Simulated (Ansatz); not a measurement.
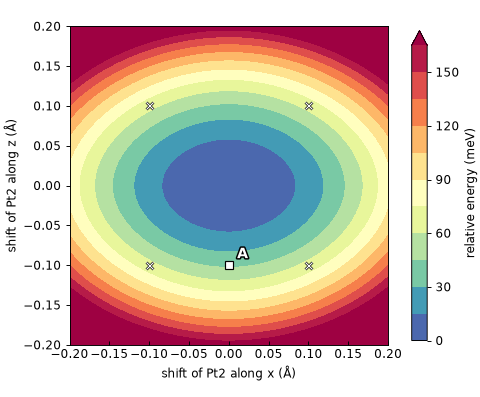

FePt (P4/mmm, No. 123; 2 atoms in the cell). Atom Pt2 is moved over a plane while all other atoms and the cell stay fixed (its periodic images move with it) (x along [1 0 0], y along [0 1 0], z along [0 0 1] of the conventional cell). The first coordinate is: shift of Pt2 along x; the second: shift of Pt2 along z. The scan uses a 5 × 5 grid; 8 points were computed and 13 follow by symmetry. At 4 points there is no value. All energies are given in meV per cell relative to the lowest grid point. The reference cell is the one listed in the database, not relaxed at this level. All numbers below come from DFT PBEsol, scalar-relativistic, plane waves, PAW in Ansatz. Settings: cutoff 420 eV, k-mesh 18×18×14 in the order of the run's cell vectors, gaussian smearing 0.15 eV, spin-polarised.

In the figure: filled contours, crosses at grid points without a value, one colour for all values above the top of the scale, the point A. Between grid points the surface is interpolated.

Which way does the force act at A, and how strong is it?

Answer. A, at shift of Pt2 along x = 0.0 Å, shift of Pt2 along z = −0.1 Å, is not a stationary point. The computed force is 0.86 eV/Å in the plane, pointing up in the picture (components 0.00 and 0.86 eV/Å).
